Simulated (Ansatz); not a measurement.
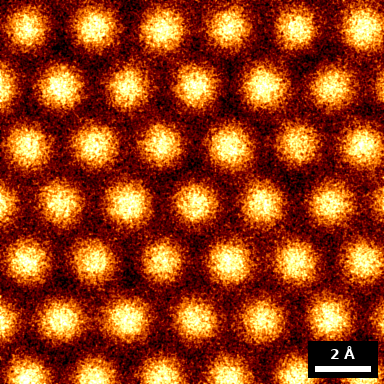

Integrated-DPC-like image of Rh (Im-3m, No. 229). Simulated as the projected potential of neutral atoms (B = 0.5 Å²) blurred by a 1.30 Å probe, the thin-sample limit of integrated differential phase contrast. Shot noise and the speckle of an amorphous layer were added. Atomic positions: a calculation's starting geometry; the starting structure was generated, so it need not be a known form of this composition.

```
CELL_PARAMETERS angstrom
3.00837 0.00000 0.00000
0.00000 3.00837 0.00000
0.00000 0.00000 3.00837
ATOMIC_POSITIONS crystal
Rh 0.00000 0.00000 0.00000
Rh 0.50000 0.50000 0.50000
```

**Which beam direction gives this image, [001], [210] or [111]? (Directions equivalent by symmetry count as one.)**

[111]. The projected cells are 2.13 × 2.13 Å, 90° for [001]; 1.35 × 1.65 Å, 114° for [210]; 2.46 × 2.46 Å, 120° for [111], and the image repeats as the [111] one does.
